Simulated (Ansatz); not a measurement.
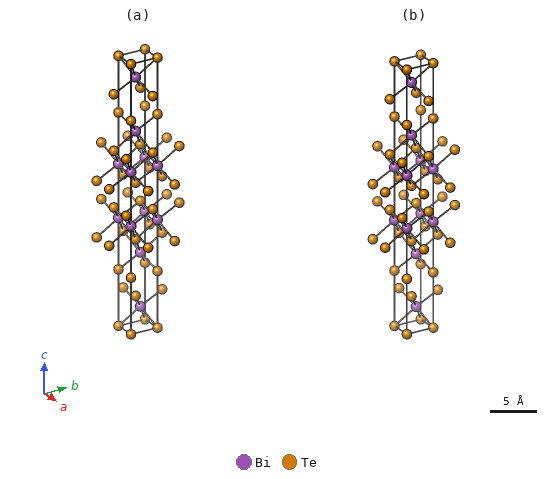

The structure of solid Bi2Te3 (set up in R-3m) before (left) and after (right) a relaxation, at one scale.

Style: ball-and-stick. Shown: the conventional cell (3 times the calculation's cell), slightly off an axis. Lengths and directions refer to the drawn axes.

The run lets cell and atoms move.

The calculation used Kohn-Sham DFT of a periodic cell, LDA, Ansatz PAW (Ansatz 0.2.0).

Input file:
```yaml
crystal:
  lattice:
    - [2.193, 1.2661291403, 10.1656666667]
    - [-2.193, 1.2661291403, 10.1656666667]
    - [0.0, -2.5322582807, 10.1656666667]
  atoms:
    - { symbol: Bi, position: [0.6, 0.6, 0.6] }
    - { symbol: Bi, position: [0.4, 0.4, 0.4] }
    - { symbol: Te, position: [0.7905, 0.7905, 0.7905] }
    - { symbol: Te, position: [0.2095, 0.2095, 0.2095] }
    - { symbol: Te, position: [0.0, 0.0, 0.0] }
hamiltonian:
  xc: lda
  pseudopotentials: { kind: paw }
kpoints:
  mp_grid: { grid: [7, 7, 7] }
scf:
  occupations: { method: fermi_dirac, width: 0.05 }
output:
  forces: true
  stress: true
  write_density: true
  write_potential: true
  elf: true
  volumetric_format: npy
relax:
  f_tol: 0.01
  max_steps: 40
  cell: { stress_tol: 0.05 }
```

Command:
```bash
ansatz run input.yaml --threads 2 --pin off --max-ram 5120MiB --backend cpu --events-out ev --progress --plain --runs-dir out
```

### Describe what moved and what it gained.

The energy falls by 6.8 meV per atom in 4 accepted moves (5 points after the start). The largest force component goes from 0.19 to 0.004 eV/Å. Pressure: −1.77 GPa at the start and −0.02 GPa at the end. The SCF was repeated once at an unchanged geometry on a basis and grid sized afresh for the cell, which shifted the energy by 0.2 meV per atom at most. The largest moves relative to the cell, 0.015 Å, are those of Te atoms. Largest moves by element: Te 0.015 Å, Bi 0.007 Å. The volume changes by −3.5 %, with a = b 4.386 → 4.354 Å (−0.7 %), c 30.497 → 29.869 Å (−2.1 %). Near-neighbour distances that change, for instance: Bi–Te 3.247 → 3.211 Å, Bi–Te 3.074 → 3.044 Å. The space group stays R-3m (No. 166).
